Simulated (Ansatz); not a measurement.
**Single-point calculation of MoSe₂ (part 2 of 3)**

Continued. System: MoSe₂ (P6₃/mmc, 6 atoms in the cell). Method: DFT PBEsol+U, non-collinear, scalar-relativistic, plane waves, PAW, Ueff = 1 eV on Mo atom 1 d; Ueff = 1 eV on Mo atom 2 d (Ansatz 0.2.0); cutoff 420 eV, 7×7×2 k-mesh, Gaussian smearing of 0.05 eV, non-collinear spins. The structure derives from an entry of the Crystallography Open Database. It belongs to a series of runs on one base structure; here: canted directions held.

Geometry of the input (Å; fractional positions):
```
3.2880  0.0000  0.0000
-1.6440  2.8475  0.0000
0.0000  0.0000  12.9000
Mo 0.3333  0.6667  0.2500
Mo 0.6667  0.3333  0.7500
Se 0.3333  0.6667  0.6250
Se 0.6667  0.3333  0.1250
Se 0.3333  0.6667  0.8750
Se 0.6667  0.3333  0.3750
```

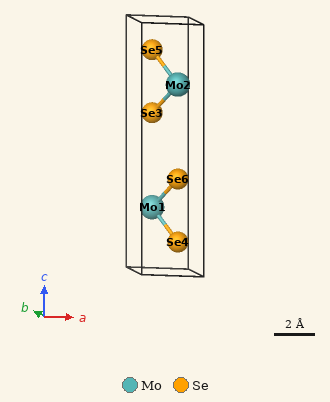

**Figure 1.** The input geometry (ball-and-stick view of the cell of the calculation, seen slightly off an axis; atoms are numbered from 1 in the order of the input).

Log, continued:
```
SCF iter   1: F=-31484.831559 eV  HF=-31492.704772 eV  |F-HF|=7.87e0  |Δ(HF+E_count)|=         —  Δρ=7.57e-2  dr2=1.02e1  dr2_m=2.75e0  ethr=3.10e-3  |M|=2.50e-2 ∫|m|=1.23e0 μB  |m|>n=0.0e0 m-floor=0.0e0 τ_xc=1.0e-3 mc-row=0.0e0  β_m=0.30  ⟨swp⟩=5.9  Hψ=21148  notcnv=0  defer=90
preconditioner: auto → Kerker (q_TF=auto, 2.607 Å⁻¹)  [metal: Δε(μ)=0.044 eV  Ē_g=9.417 eV  σ=0.050 eV  W_gap=0.45  n_scr=40 (ndim 8)  ℏωp=20.3 eV  f_vac=0.027  D(μ)=0.70/eV (n_scr^D=4)]
spin=Noncollinear: Kerker preconditioning applied to the charge; magnetization (m_x, m_y, m_z) channels mix plain (no charge-response kernel on spin).
SCF iter   2: F=-31489.867887 eV  HF=-31491.519496 eV  |F-HF|=1.65e0  |Δ(HF+E_count)|=    1.19e0  Δρ=4.98e-2  dr2=2.75e0  dr2_m=1.37e0  ethr=3.10e-3  |M|=2.40e-2 ∫|m|=1.16e0 μB  |m|>n=0.0e0 m-floor=0.0e0 τ_xc=8.0e-4 mc-row=0.0e0  β_m=0.52  ⟨swp⟩=2.0  Hψ=8247  notcnv=0  defer=782
preconditioner: auto → Resta (q_TF=auto, 2.607 Å⁻¹)  ε∞=6.0  [insulator: Δε(μ)=0.051 eV  Ē_g=9.100 eV  σ=0.050 eV  W_gap=0.52  n_scr=40 (ndim 8)  ℏωp=20.3 eV  f_vac=0.030  D(μ)=0.74/eV (n_scr^D=4)  ε∞_Penn≈6.0]
spin=Noncollinear: Resta preconditioning applied to the charge; magnetization (m_x, m_y, m_z) channels mix plain (no charge-response kernel on spin).
SCF iter   3: F=-31491.232742 eV  HF=-31491.276057 eV  |F-HF|=4.33e-2  |Δ(HF+E_count)|=   2.43e-1  Δρ=1.47e-2  dr2=1.65e-1  dr2_m=1.20e-1  ethr=2.99e-3  |M|=7.08e-4 ∫|m|=8.21e-1 μB  |m|>n=0.0e0 m-floor=0.0e0 τ_xc=3.4e-4 mc-row=0.0e0  β_m=0.66  ⟨swp⟩=2.9  Hψ=9065  notcnv=0  defer=775
SCF iter   4: F=-31491.287836 eV  HF=-31491.290287 eV  |F-HF|=2.45e-3  |Δ(HF+E_count)|=   1.42e-2  Δρ=2.45e-3  dr2=8.22e-3  dr2_m=1.86e-3  ethr=1.79e-4  |M|=2.28e-4 ∫|m|=5.91e-1 μB  |m|>n=0.0e0 m-floor=0.0e0 τ_xc=1.4e-4 mc-row=0.0e0  β_m=0.65  ⟨swp⟩=3.1  Hψ=9994  notcnv=0  defer=721
SCF iter   5: F=-31491.290925 eV  HF=-31491.290022 eV  |F-HF|=9.03e-4  |Δ(HF+E_count)|=   2.65e-4  Δρ=1.17e-3  dr2=2.36e-3  dr2_m=4.26e-4  ethr=8.94e-6  |M|=2.17e-4 ∫|m|=5.52e-1 μB  |m|>n=0.0e0 m-floor=0.0e0 τ_xc=1.3e-4 mc-row=0.0e0  β_m=0.83  ⟨swp⟩=2.0  Hψ=10575  notcnv=0  defer=721
SCF iter   6: F=-31491.291151 eV  HF=-31491.291275 eV  |F-HF|=1.24e-4  |Δ(HF+E_count)|=   1.25e-3  Δρ=3.89e-4  dr2=4.74e-4  dr2_m=4.66e-6  ethr=2.57e-6  |M|=2.24e-4 ∫|m|=5.20e-1 μB  |m|>n=0.0e0 m-floor=0.0e0 τ_xc=1.2e-4 mc-row=0.0e0  β_m=0.91  ⟨swp⟩=2.0  Hψ=7567  notcnv=0  defer=721
SCF iter   7: F=-31491.291362 eV  HF=-31491.291411 eV  |F-HF|=4.91e-5  |Δ(HF+E_count)|=   1.36e-4  Δρ=1.83e-4  dr2=8.12e-5  dr2_m=1.19e-6  ethr=5.15e-7  |M|=2.26e-4 ∫|m|=5.13e-1 μB  |m|>n=0.0e0 m-floor=0.0e0 τ_xc=1.1e-4 mc-row=0.0e0  β_m=0.96  ⟨swp⟩=2.0  Hψ=7135  notcnv=0  defer=721
SCF iter   8: F=-31491.291405 eV  HF=-31491.291420 eV  |F-HF|=1.49e-5  |Δ(HF+E_count)|=   9.01e-6  Δρ=7.96e-5  dr2=1.95e-5  dr2_m=1.68e-7  ethr=8.82e-8  |M|=2.23e-4 ∫|m|=5.15e-1 μB  |m|>n=0.0e0 m-floor=0.0e0 τ_xc=1.1e-4 mc-row=0.0e0  β_m=0.84  ⟨swp⟩=2.0  Hψ=7669  notcnv=0  defer=721
SCF iter   9: F=-31491.291418 eV  HF=-31491.291420 eV  |F-HF|=2.09e-6  |Δ(HF+E_count)|=   1.71e-7  Δρ=3.48e-5  dr2=3.36e-6  dr2_m=5.51e-8  ethr=2.12e-8  |M|=2.24e-4 ∫|m|=5.15e-1 μB  |m|>n=0.0e0 m-floor=0.0e0 τ_xc=1.1e-4 mc-row=0.0e0  β_m=0.84  ⟨swp⟩=2.0  Hψ=7143  notcnv=0  defer=721
Mixer restart at iter 9: flushing history
SCF iter  10: F=-31493.396137 eV  HF=-31491.291914 eV  |F-HF|=2.10e0  |Δ(HF+E_count)|=         —  Δρ=4.83e-5  dr2=6.48e-6  dr2_m=8.66e-8  ethr=3.65e-9  |M|=2.24e-4 ∫|m|=5.15e-1 μB  |m|>n=0.0e0 m-floor=0.0e0 τ_xc=1.1e-4 mc-row=0.0e0  β_m=0.84  ⟨swp⟩=2.0  Hψ=7915  notcnv=0  defer=721
SCF iter  11: F=-31493.335148 eV  HF=-31493.449936 eV  |F-HF|=1.15e-1  |Δ(HF+E_count)|=    2.16e0  Δρ=9.08e-3  dr2=2.43e-1  dr2_m=6.36e-3  ethr=3.65e-9  |M|=8.32e-6 ∫|m|=2.47e-1 μB  |m|>n=0.0e0 m-floor=0.0e0 τ_xc=2.1e-5 mc-row=0.0e0  β_m=0.20  ⟨swp⟩=5.5  Hψ=19054  notcnv=0  defer=722
SCF iter  12: F=-31493.479620 eV  HF=-31493.460084 eV  |F-HF|=1.95e-2  |Δ(HF+E_count)|=   1.01e-2  Δρ=4.76e-3  dr2=5.40e-2  dr2_m=5.16e-3  ethr=3.65e-9  |M|=5.13e-6 ∫|m|=2.13e-1 μB  |m|>n=0.0e0 m-floor=0.0e0 τ_xc=1.6e-5 mc-row=0.0e0  β_m=0.43  ⟨swp⟩=4.4  Hψ=19836  notcnv=0  defer=756
SCF iter  13: F=-31493.520183 eV  HF=-31493.506100 eV  |F-HF|=1.41e-2  |Δ(HF+E_count)|=   4.60e-2  Δρ=2.02e-3  dr2=2.61e-3  dr2_m=2.26e-3  ethr=3.65e-9  |M|=7.94e-7 ∫|m|=1.29e-1 μB  |m|>n=0.0e0 m-floor=0.0e0 τ_xc=5.3e-6 mc-row=0.0e0  β_m=0.85  ⟨swp⟩=4.8  Hψ=18566  notcnv=0  defer=756
SCF iter  14: F=-31493.523913 eV  HF=-31493.524040 eV  |F-HF|=1.27e-4  |Δ(HF+E_count)|=   1.79e-2  Δρ=3.59e-4  dr2=5.98e-5  dr2_m=7.15e-5  ethr=3.65e-9  |M|=4.38e-7 ∫|m|=2.07e-2 μB  |m|>n=0.0e0 m-floor=0.0e0 τ_xc=1.6e-7 mc-row=0.0e0  β_m=0.78  ⟨swp⟩=4.3  Hψ=18040  notcnv=0  defer=756
SCF iter  15: F=-31493.524094 eV  HF=-31493.524095 eV  |F-HF|=1.41e-6  |Δ(HF+E_count)|=   5.57e-5  Δρ=1.20e-4  dr2=3.54e-6  dr2_m=7.96e-6  ethr=3.65e-9  |M|=8.30e-8 ∫|m|=6.98e-3 μB  |m|>n=0.0e0 m-floor=0.0e0 τ_xc=1.6e-8 mc-row=0.0e0  β_m=0.79  ⟨swp⟩=3.0  Hψ=15980  notcnv=0  defer=756
SCF iter  16: F=-31493.524105 eV  HF=-31493.524104 eV  |F-HF|=1.30e-6  |Δ(HF+E_count)|=   8.36e-6  Δρ=4.25e-5  dr2=7.27e-7  dr2_m=1.00e-6  ethr=3.65e-9  |M|=1.89e-8 ∫|m|=2.57e-3 μB  |m|>n=0.0e0 m-floor=0.0e0 τ_xc=2.2e-9 mc-row=0.0e0  β_m=0.89  ⟨swp⟩=2.1  Hψ=10698  notcnv=0  defer=756
SCF iter  17: F=-31493.524105 eV  HF=-31493.524106 eV  |F-HF|=5.69e-7  |Δ(HF+E_count)|=   2.18e-6  Δρ=1.55e-5  dr2=7.09e-7  dr2_m=2.53e-8  ethr=7.90e-10  |M|=2.97e-8 ∫|m|=4.08e-4 μB  |m|>n=0.0e0 m-floor=0.0e0 τ_xc=9.0e-11 mc-row=0.0e0  β_m=0.82  ⟨swp⟩=2.1  Hψ=10696  notcnv=0  defer=756
iter 18 did not close the SCF: its close was put off for a magnetic moment that had not settled (scf_convergence_deferred on its scf_iter line)
SCF iter  18: F=-31493.524106 eV  HF=-31493.524106 eV  |F-HF|=3.91e-8  |Δ(HF+E_count)|=   2.33e-8  Δρ=5.96e-6  dr2=8.70e-8  dr2_m=4.86e-9  ethr=1.09e-10  |M|=3.16e-13 ∫|m|=1.51e-4 μB  |m|>n=0.0e0 m-floor=0.0e0 τ_xc=1.2e-11 mc-row=0.0e0  β_m=0.87  ⟨swp⟩=13.0  Hψ=44622  notcnv=0
iter 19 did not close the SCF: its close was put off for a magnetic moment that had not settled (scf_convergence_deferred on its scf_iter line)
SCF iter  19: F=-31493.524106 eV  HF=-31493.524106 eV  |F-HF|=1.83e-9  |Δ(HF+E_count)|=   1.66e-8  Δρ=1.65e-6  dr2=6.66e-9  dr2_m=4.92e-10  ethr=9.46e-11  |M|=1.69e-14 ∫|m|=4.81e-5 μB  |m|>n=0.0e0 m-floor=0.0e0 τ_xc=3.0e-12 mc-row=0.0e0  β_m=0.94  ⟨swp⟩=5.2  Hψ=33831  notcnv=0
SCF iter  20: F=-31493.524106 eV  HF=-31493.524106 eV  |F-HF|=4.37e-11  |Δ(HF+E_count)|=   4.90e-9  Δρ=4.79e-7  dr2=6.61e-10  dr2_m=1.97e-11  ethr=7.24e-12  |M|=9.46e-16 ∫|m|=6.49e-6 μB  |m|>n=0.0e0 m-floor=0.0e0 τ_xc=3.3e-13 mc-row=0.0e0  ⟨swp⟩=4.9  Hψ=30003  notcnv=0
WARN: the starting moments were not kept: the SCF closed with an absolute magnetisation of 6.4e-6 μB, where they sum to 4 μB in size (2 sites). That is at most 0.1 of that sum. Measured as dr2_m measures the in/out step, that magnetisation stands 3.3e-12 eV from none, at or under the dr2_threshold of 1.0e-7 eV: it is no larger than a step whose dr2_m would equal this threshold. The system may hold no moment; this SCF shows only that its start led to no more than that. To try another start: raise the starting moments (crystal.atoms[].spin, magnetization.per_species, magnetization.initial_magnetization, or on a non-collinear deck that types none of these the spinor_matrix: blocks that start its atoms; where the total moment is fixed, keep their sum and leave initial_magnetization as it is; typed ones take the place of any that the run laid by itself, positive ones on a crystal's lanthanoids without a Hubbard term where scf.initial_density.shell_occupations: [] is typed) or, if the notice of its spin-set hold's release reads "site moments contracting" or "site moments show no strong build", lengthen the hold (scf.mixing.spin_hold: { on: { confirm: 4 } }; for m-r²SCAN on two components see the key's manual first). Each may lead to a state that holds a moment.
WARN: hamiltonian.hubbard: on 2 of 2 specified blocks the occupation matrix of this SCF's result fails the test of the specified filling. At site 0 (sites count from 0 in the list of atoms of the cell that this SCF solves) the least filled combination of the orbitals specified full has occupation 0.541, and the fullest combination of the orbitals specified empty has occupation 0.587; the filling counts as kept where the first is at least 0.75 and exceeds the second by more than 0.25. The same holds at site 1. The state of this SCF's result may not hold the specified filling, though these bounds can also misjudge a state that does. This warning does not say which state is lower in energy, or whether the specified filling is a self-consistent state at all; see hamiltonian.hubbard.sites[].starting_ns, Limitations, and scf.initial_density.shell_occupations in the input reference
SCF 1 converged in 20 iterations: F = -31493.524106 eV  dr2 = 6.61e-10
  greatest PAW one-centre occupation: 1.000 electrons in one spin orbital (limit 2), on the Se atom at site 3 (counted from 0), in its partial waves of l = 2
SCF converged after 20 iterations
Stability not checked: this state was not tested for a lower state beside it, because a magnetisation constraint still acts at the end of the SCF (magnetization_constraint; see scf.lower_state_search)
Magnetization: |M| = 0.0000 μB,  M = (-0.0000, -0.0000, -0.0000) μB
Absolute magnetization: 0.0000 μB (∫|m|, with the PAW one-centre terms)
  site 0: m = (+0.0000, +0.0000, +0.0000) μB, |m| = 0.0000 μB  (R = 1.03 Å)
  site 1: m = (+0.0000, +0.0000, +0.0000) μB, |m| = 0.0000 μB  (R = 1.03 Å)
  site 2: m = (-0.0000, -0.0000, -0.0000) μB, |m| = 0.0000 μB  (R = 1.03 Å)
  site 3: m = (-0.0000, +0.0000, -0.0000) μB, |m| = 0.0000 μB  (R = 1.03 Å)
  site 4: m = (-0.0000, +0.0000, -0.0000) μB, |m| = 0.0000 μB  (R = 1.03 Å)
  site 5: m = (-0.0000, -0.0000, -0.0000) μB, |m| = 0.0000 μB  (R = 1.03 Å)
--- Magnetisation constraints (ε_frz = 1.0e-4 eV) ---
  site  kind           target                            achieved (μB)             |Δ|max (μB)  g (eV/μB)                    λ_eff  esc  ok   flags
  0     per_site_axis  ê (+0.000, +0.000, +1.000) ≥0.00  (+0.000, +0.000, +0.000)  9.19e-7      (+1.8e-6, +1.6e-15, +0.0e0)  1.000  0    yes
  1     per_site_axis  ê (+1.000, +0.000, +0.000) ≥0.00  (+0.000, +0.000, +0.000)  9.09e-7      (+0.0e0, +4.5e-16, +1.8e-6)  1.000  0    yes
Free energy (F): -31493.524106 eV
Harris-Foulkes:  -31493.524106 eV  (|F-HF|=4.37e-11)
Internal energy: -31493.524106 eV  (E = F + TS)
E sigma→0 (E₀):  -31493.524106 eV
Fermi energy:    12.923978 eV
--- Per-component energies (eV) ---
  E_band       = -1641.029423
  E_kinetic    = 1364.311684
  E_local      = -12159.373697  (includes V_loc(G=0)·N_el)
  E_nonlocal   = -2079.428521
  E_hartree    = 5754.191561
  E_xc         = -782.022209
  E_vxc        = -854.437386  (∫ρ·V_xc dr)
  E_hubbard    = 2.478071  (on-site DFT+U / exact-exchange correction)
  E_vhub       = -0.370182  (the Hubbard potential's part of the band-sum identity)
  E_paw        = -13759.764304  (= ΣΔE_a)
  E_vpaw       = 579.889321  (= ΣTr[D̂ρ^β])
  E_aug_tail   = -0.002313  (compensation charges beyond the density's cutoff)
  E_constr_dc  = 0.000000  (∫m·b dr)
  E_ewald      = -9838.366777
  E_core_change = 4.452400  (= ΣΔE_core)
  E_smearing   = -0.000000  (= −TS)
  E_closure    = -0.000000  (closes the sum)
  E_penalty    = 0.000000  (constraint; not in F)
  Σ components = -31493.524106   (vs F -31493.524106, Δ=0.00e0)
--- Hubbard shell moments (per corrected site; Tr N, ν in electrons; μ in μ_B) ---
  shell 0: Tr N=5.3263  μ_S=(+0.0000, +0.0000, +0.0000)  μ_L=(+0.0000, +0.0000, +0.0000)  μ=(+0.0000, +0.0000, +0.0000)  ν=0.0000 along (+0.067, +0.000, +0.998)
  shell 1: Tr N=5.3263  μ_S=(+0.0000, +0.0000, +0.0000)  μ_L=(-0.0000, -0.0000, -0.0000)  μ=(+0.0000, +0.0000, +0.0000)  ν=0.0000 along (+0.998, +0.000, +0.066)
--- Specified on-site occupations, and those of the state reported ---
  electrons in the specified blocks: 4.2000 specified, 10.6527 found
  site 1 (l=d): largest change of an orbital's occupation 0.5666; electrons 2.1000 specified, 5.3263 found; spectral distance 1.5136
  site 0 (l=d): largest change of an orbital's occupation 0.5666; electrons 2.1000 specified, 5.3263 found; spectral distance 1.5136
--- Forces (eV/Å), atoms counted from 1 ---
  atom   1  Mo     0.00000000    -0.00000028     0.00000000
  atom   2  Mo    -0.00000000     0.00000028     0.00000000
  atom   3  Se    -0.00000000    -0.00000003    -0.78654804
  atom   4  Se    -0.00000000     0.00000003    -0.78655008
  atom   5  Se     0.00000000    -0.00000003     0.78654804
  atom   6  Se     0.00000000     0.00000003     0.78655008
  max |Σ_I F_I| component: 2.19e-9 eV/Å
--- Stress (GPa, compression-positive) ---
        1.247759       0.000000       0.000000
        0.000000       1.247750       0.000000
        0.000000       0.000000       6.869493
  P = ⅓ Tr σ = 3.1217 GPa (31.217 kbar)
--- Band table (eV; the first three rows and the last of 56) ---
  k-point 0: bands = ["-48.7232", "-48.7232", "-48.7231", "-48.7231", "-35.4807", "-35.4807", "-35.4807", "-35.4807", "-35.4807", "-35.4807", "-35.4807", "-35.4807", "-35.4802", "-35.4802", "-35.4802", "-35.4802", "-35.4802", "-35.4802", "-35.4802", "-35.4802", "-35.4404", "-35.4404", "-35.4404", "-35.4404", "-35.4402", "-35.4402", "-35.4402", "-35.4402", "-35.4389", "-35.4389", "-35.4389", "-35.4389", "-35.4387", "-35.4387", "-35.4387", "-35.4387", "-35.4242", "-35.4242", "-35.4240", "-35.4240", "-35.4209", "-35.4209", "-35.4207", "-35.4207", "-22.9275", "-22.9275", "-22.9275", "-22.9275", "-22.7480", "-22.7480", "-22.7480", "-22.7480", "-22.7480", "-22.7480", "-22.7480", "-22.7480", "-2.6431", "-2.6431", "-2.4084", "-2.4084", "-1.5274", "-1.5274", "-1.1515", "-1.1515", "5.7422", "5.7422", "6.7625", "6.7625", "9.1099", "9.1099", "9.4922", "9.4922", "9.4922", "9.4922", "9.5046", "9.5046", "9.5046", "9.5046", "10.5963", "10.5963", "10.5963", "10.5963", "10.6354", "10.6354", "10.6354", "10.6354", "11.3031", "11.3031", "11.5871", "11.5871", "12.4179", "12.4179", "14.8704", "14.8704", "14.8704", "14.8704", "14.9203", "14.9203", "14.9203", "14.9203", "15.1487", "15.1487", "15.1487", "15.1487", "15.3255", "15.3255", "15.3255", "15.3255", "17.5315", "17.5315", "17.9402", "17.9402"]
  k-point 1: bands = ["-48.7232", "-48.7231", "-48.7231", "-48.7231", "-35.4807", "-35.4807", "-35.4807", "-35.4807", "-35.4807", "-35.4807", "-35.4807", "-35.4807", "-35.4802", "-35.4802", "-35.4802", "-35.4802", "-35.4802", "-35.4802", "-35.4802", "-35.4802", "-35.4403", "-35.4403", "-35.4403", "-35.4403", "-35.4403", "-35.4403", "-35.4403", "-35.4403", "-35.4388", "-35.4388", "-35.4388", "-35.4388", "-35.4388", "-35.4388", "-35.4388", "-35.4388", "-35.4241", "-35.4241", "-35.4241", "-35.4241", "-35.4208", "-35.4208", "-35.4208", "-35.4208", "-22.9275", "-22.9275", "-22.9275", "-22.9275", "-22.7480", "-22.7480", "-22.7480", "-22.7480", "-22.7480", "-22.7480", "-22.7480", "-22.7480", "-2.5423", "-2.5423", "-2.5423", "-2.5423", "-1.3247", "-1.3247", "-1.3247", "-1.3247", "6.1681", "6.1681", "6.1681", "6.1681", "9.4983", "9.4983", "9.4983", "9.4983", "9.4983", "9.4983", "9.4983", "9.4983", "10.0572", "10.0572", "10.0572", "10.0572", "10.6158", "10.6158", "10.6158", "10.6158", "10.6158", "10.6158", "10.6158", "10.6158", "12.2278", "12.2278", "12.2278", "12.2278", "14.8871", "14.8871", "14.8871", "14.8871", "14.8871", "14.8871", "14.8871", "14.8871", "15.2449", "15.2449", "15.2449", "15.2449", "15.2449", "15.2449", "15.2449", "15.2449", "17.7680", "17.7680", "17.7680", "17.7680"]
```
